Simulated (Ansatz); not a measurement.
## Electronic structure of Al (slab) in real space

```
Al
1.0
     2.82220    0.00000    0.00000
     0.00000   10.47283    0.00000
     0.00000    0.00000   26.52817
Al
24
Direct
  0.50000 0.84077 0.28272
  0.50000 0.10893 0.29630
  0.00000 0.60893 0.29630
  0.50000 0.37708 0.30988
  0.00000 0.94970 0.36420
  0.00000 0.21786 0.37778
  0.50000 0.71786 0.37778
  0.00000 0.48601 0.39136
  0.50000 0.05863 0.44568
  0.50000 0.32678 0.45926
  0.00000 0.82678 0.45926
  0.50000 0.59494 0.47284
  0.00000 0.16756 0.52716
  0.00000 0.43571 0.54074
  0.50000 0.93571 0.54074
  0.00000 0.70387 0.55432
  0.50000 0.27648 0.60864
  0.50000 0.54464 0.62222
  0.00000 0.04464 0.62222
  0.50000 0.81279 0.63580
  0.00000 0.38541 0.69012
  0.00000 0.65357 0.70370
  0.50000 0.15357 0.70370
  0.00000 0.92172 0.71728
```

The calculation used DFT r2SCAN, scalar-relativistic, plane waves, PAW in Ansatz.

The density is the valence pseudo-density of a PAW calculation; it isn't the true density close to the nuclei.

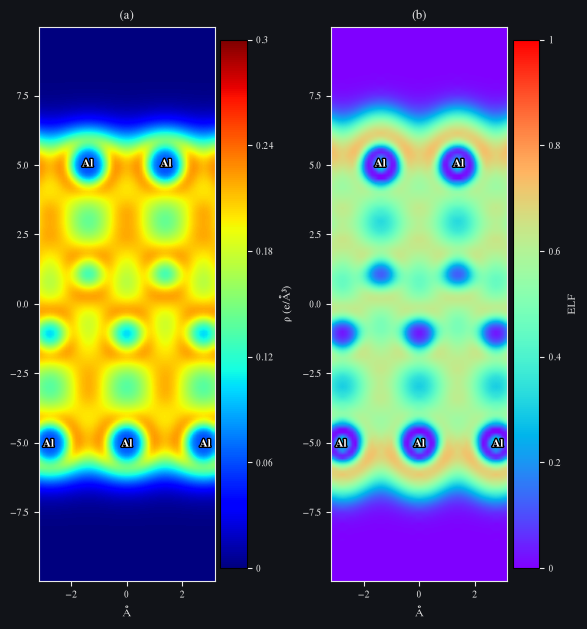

Figure 1. (a) valence pseudo-density; (b) electron localisation function on the (010) plane of the calculation cell, a cut from vacuum to vacuum.

**What does the map show?**

- Atoms in the plane: Al.
- Atoms just off the plane (Al, 0.5 Å away) can leave unmarked features too.
- Al–Al (2.82 Å): the density is about 0.21 e/Å³ at the midpoint; the ELF peaks at about 0.70 between the atoms.
- The density dies away to nearly zero in the vacuum.

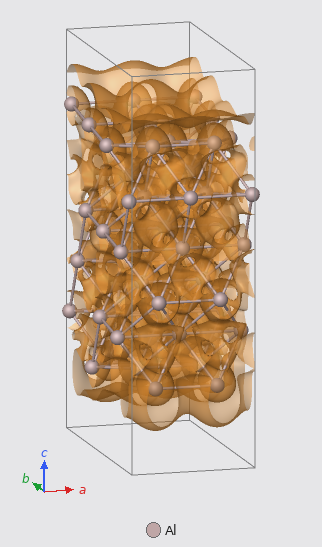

Figure 2. Isosurface of the electron localisation function at 0.55 (orange), seen slightly off an axis. Core shells and regions of very low density are left out. Sticks mark near contacts.

**Identify the bonds, lone pairs and shells in this picture.**

The surface consists of sheets that run through the cell in two directions, counted in one cell of 24 atoms. Counts are for one cell; the picture repeats the cell along the surface. There are no localised bonds or lone pairs at this value.

**Does the calculation give a band gap?**

It is metallic or semimetallic at this level of theory: no gap opens.
